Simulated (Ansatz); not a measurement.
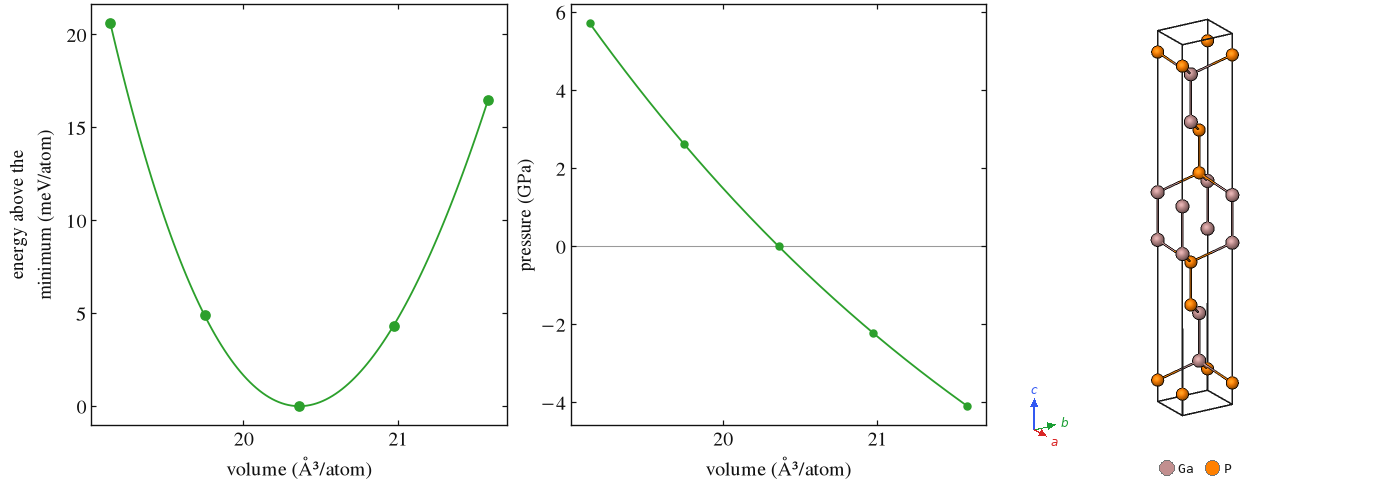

The plot gives the computed energy above the minimum and pressure against volume for GaP, space group R-3m (No. 166). The conventional cell is drawn beside the plot.

Cell as given: a = 6.748 Å, b = 6.748 Å, c = 6.748 Å, α = 33.08°, β = 33.08°, γ = 33.08°; 4 atoms.

Calculation (Ansatz 0.2.0): third-order Birch-Murnaghan fit to density functional energies at scaled volumes of the given relaxed cell, shape and atoms relaxed at each volume; energies count from the fitted minimum; plane waves with PAW datasets, Γ-centred k mesh. Level: r2SCAN, no spin polarisation.

- wave cutoff: 500 eV
- k mesh: 9×9×9
- occupations: Gaussian
- smearing width: 0.02 eV

Q: Give the fitted equation-of-state parameters.

A: A third-order Birch–Murnaghan fit gives V0 = 20.36 Å³/atom, B0 = 80.3 GPa and B′ = 4.5.

Q: What does the pressure do across the range?

A: It falls from 5.72 GPa at volume 19.139 Å³/atom to −4.10 GPa at 21.583 Å³/atom, and changes sign near 20.36 Å³/atom.

Limits of the calculation: odd k mesh can miss points on the zone edge.

The computed values:

```json
{"volume (Å³/atom)": "19.139", "energy above the minimum (meV/atom)": "20.6", "pressure (GPa)": "5.72"}
{"volume (Å³/atom)": "19.750", "energy above the minimum (meV/atom)": "4.9", "pressure (GPa)": "2.62"}
{"volume (Å³/atom)": "20.361", "energy above the minimum (meV/atom)": "0.0", "pressure (GPa)": "0.00"}
{"volume (Å³/atom)": "20.972", "energy above the minimum (meV/atom)": "4.3", "pressure (GPa)": "-2.22"}
{"volume (Å³/atom)": "21.583", "energy above the minimum (meV/atom)": "16.5", "pressure (GPa)": "-4.10"}
```
